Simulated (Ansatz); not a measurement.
ZrS2: geometry relaxation (part 3 of 3)

The same run, continued: ZrS2 (P-3m1, 3 atoms in the cell); DFT PBE, scalar-relativistic, plane waves, PAW, no spin polarisation (Ansatz 0.2.0); cutoff 420 eV, 12×12×6 k-mesh, Gaussian smearing of 0.02 eV. The structure derives from an entry of the Crystallography Open Database.

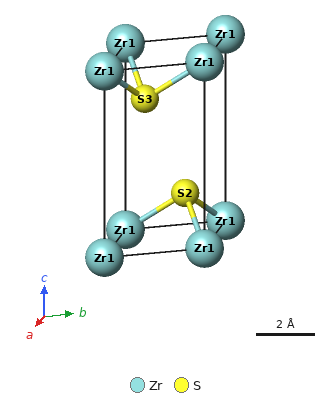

**Figure 1.** The geometry at step 13 of the log (ball-and-stick view of the cell of the calculation, seen slightly off an axis; atoms are numbered from 1 in the order of the input).

**Input file**
```yaml
crystal:
  lattice:
    - [3.6299990406, 0.0, 0.0]
    - [-1.8149995203, 3.1436713848, 0.0]
    - [0.0, 0.0, 5.85]
  atoms:
    - { symbol: Zr, position: [0.0, 0.0, 0.0] }
    - { symbol: S, position: [0.3333333333, 0.6666666667, 0.2492] }
    - { symbol: S, position: [0.6666666667, 0.3333333333, 0.7508] }
basis:
  ecutwfc: 420
kpoints:
  mp_grid: { grid: [12, 12, 6] }
hamiltonian:
  xc: pbe
scf:
  occupations: { method: gaussian, width: 0.02 }
output:
  forces: true
  stress: true
  eigenvalues: true
relax:
  adjacent_minimum: "off"
  f_tol: 0.005
  max_steps: 80
  cell: { stress_tol: 0.05 }
```

Run as:
```bash
ansatz run input.yaml --threads 1 --pin off --max-ram 2560MiB --backend cpu --events-out ev --progress --plain --runs-dir out
```

**Results in brief**

- outcome: converged
- space group (tolerance 0.01 Å): P-3m1 (164)
- electrons treated: 24
- free energy: −5992.6537 eV
- Fermi energy: 5.575 eV
- gap on the k-point mesh: 1.14 eV
- pressure: 0.00 GPa
- final volume: 79.51 Å³
- largest force (length of the vector) at the end: 0.001 eV/Å
- final cell: a = 3.685 Å, b = 3.685 Å, c = 6.759 Å, α = 90.00°, β = 90.00°, γ = 120.00°
- hardware: 1 thread of Arm Neoverse V2, 24 GiB of memory available, shared host
- wall time: 72 s
- peak memory: 0.42 GiB
